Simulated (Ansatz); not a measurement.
Convergence test: the response cutoff (empty bands raised with it) is varied and all else is held.
MgO (Fm-3m, 2 atoms in the cell); G0W0@PBE, full frequency by contour deformation, all-electron datasets in plane waves (scalar-relativistic, Gaussian nuclei) in Ansatz 0.2.0-dev; cutoff 3300 eV, 2×2×2 k-mesh.
Values: 180 eV, 280 eV, 350 eV, 444.7 eV and 560 eV.

### How do the results converge (to 0.05 eV)?

The quasiparticle gap is within 0.05 eV of the largest setting's value from 444.7 eV on. It is 6.41 eV at 180 eV, 6.54 eV at 280 eV, 6.59 eV at 350 eV and 6.66 eV at 560 eV. The last step still moves it by 0.03 eV in the same direction, so the limit lies further: extrapolating the last two points as the cutoff to the power −3/2 gives about 6.73 eV, so against that limit no setting shown is within the tolerance. On so coarse a k-mesh the values belong to these settings and aren't the crystal's converged gap.

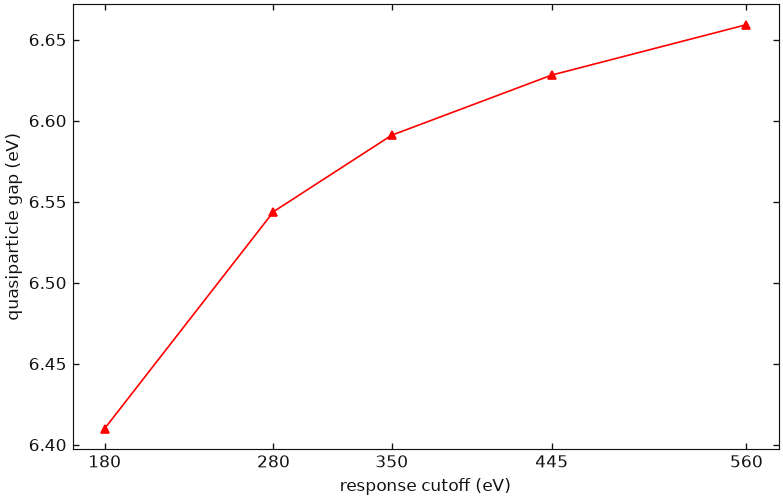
